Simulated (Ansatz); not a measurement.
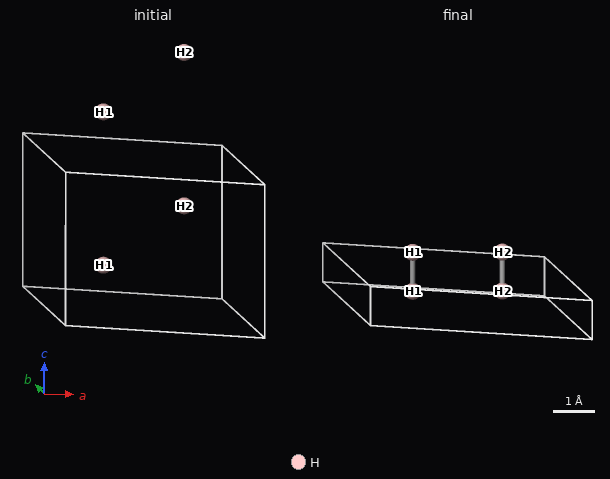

The structure of a crystal of H (built on the database_194 type) before (left) and after (right) a relaxation, at one scale.

Style: ball-and-stick. Shown: the cell of the calculation, repeated 1 × 1 × 2 with one cell outlined, slightly off an axis.

Case: structure listed in a database for this formula (P6_3/mmc, No. 194).

Theory: DFT PBE, scalar-relativistic, plane waves, PAW (Ansatz). Set-up: plane-wave cutoff 420 eV; k-point mesh 12 × 12 × 14; occupations gaussian; smearing width 0.1 eV; no spin polarisation; cell and atoms relaxed; force threshold 0.01 eV/Å; at most 80 steps.

> Summarise the run.

Over 29 accepted moves (32 points after the start) the energy falls by 2772 meV per atom. All forces vanish by symmetry, so only the cell relaxes. Pressure: −1.58 GPa at the start and 0.02 GPa at the end. The SCF was repeated 3 times at an unchanged geometry on a basis and grid sized afresh for the cell, which shifted the energy by 0.9 meV per atom at most. The atoms keep their places relative to the cell (all moves are under 0.005 Å). Cell: a = b 5.170 → 5.746 Å (+11.1 %), c 3.850 → 0.979 Å (−74.6 %). Volume −68.6 %. Near-neighbour distances that change, for instance: H1–H1 3.850 → 0.979 Å. The space group stays P6_3/mmc (No. 194).
